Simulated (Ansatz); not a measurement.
System: rocksalt LiF, space group Fm-3m (No. 225), 2 atoms in the primitive cell. The cell is scaled uniformly. Method: LDA, Ansatz PAW, no spin polarisation, no spin-orbit coupling, 11×11×11 k mesh, 420 eV cutoff (Ansatz 0.2.0).

At 8.17 Å³/atom the lowest conduction level lies 8.84 eV (Γ) above the valence top at Γ.

**How does this level move from 7.68 Å³/atom to 8.66 Å³/atom?**

Γ falls by 1.08 eV. A straight line against ln V has a slope of −9.0 eV at Γ.

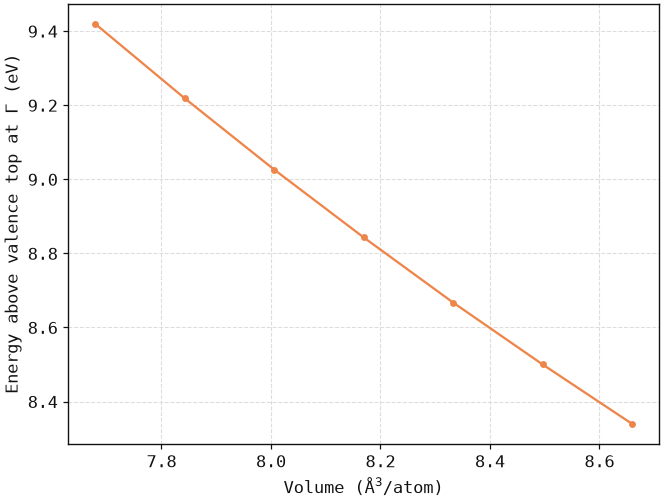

Lowest conduction level at Γ, counted from the valence-band top at Γ.

| volume | Γ (eV) |
| --- | --- |
| 7.68 Å³/atom | 9.42 |
| 7.84 Å³/atom | 9.22 |
| 8.01 Å³/atom | 9.03 |
| 8.17 Å³/atom | 8.84 |
| 8.33 Å³/atom | 8.67 |
| 8.50 Å³/atom | 8.50 |
| 8.66 Å³/atom | 8.34 |

The PAW data sets were made with another functional. LDA, GGA and most meta-GGA functionals understate gaps.
